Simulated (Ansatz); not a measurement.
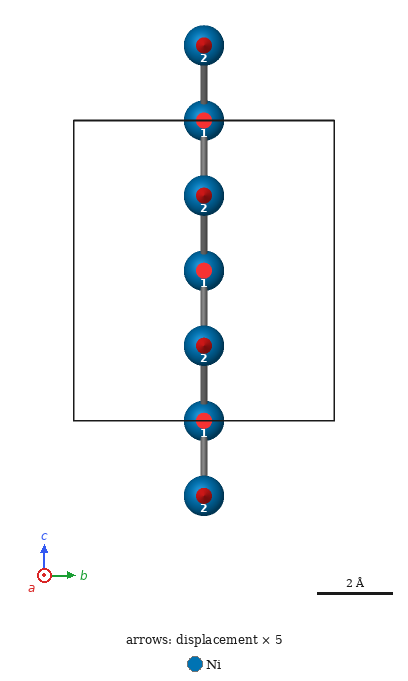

This is a relaxation of a wire of composition Ni. The starting structure is drawn; red arrows show the displacements (the part carried along by the change of the cell is left out), magnified 5 times.

The picture is a ball-and-stick view of the 2 repeat of the cell, with the vacuum cut short, seen along the a axis.

Case: zigzag chain of atoms.

Computed with DFT PBE, scalar-relativistic, plane waves, PAW in Ansatz. (plane-wave cutoff 420 eV; k-point mesh 1 × 1 × 16; occupations gaussian; smearing width 0.05 eV; collinear spin; cell relaxed at fixed a, b, alpha, beta, gamma; force threshold 0.01 eV/Å; at most 45 steps)

What happened in the run?

Answer. The largest moves relative to the layer's centre, 0.15 Å, are those of Ni1 and Ni2. Along the periodic axis the drawn cell goes c 8.061 → 6.790 Å (−15.8 %). Some distances before and after: Ni1–Ni2 2.253 → 2.141 Å. Among the angles between lasting bonds that change: Ni2–Ni1–Ni2 126.9° → 104.9°. Over 10 accepted moves (14 points after the start) the energy falls by 0.235 eV per cell of the calculation. The largest force component goes from 0.017 to 0.0017 eV/Å. The line search rejected the trial steps at points 2, 10, 11 of the run. At 1 point the geometry stayed and the basis and grid were re-selected for the new cell (energy shift of 3.0 meV per cell of the calculation at most each time). Cost: 37 s on 2 threads of AMD EPYC 9R45 96-Core Processor (Zen 5), on a shared host, peak memory 0.7 GiB.

Limits of the set-up: the k-point mesh is coarse for a cell with partly filled bands.
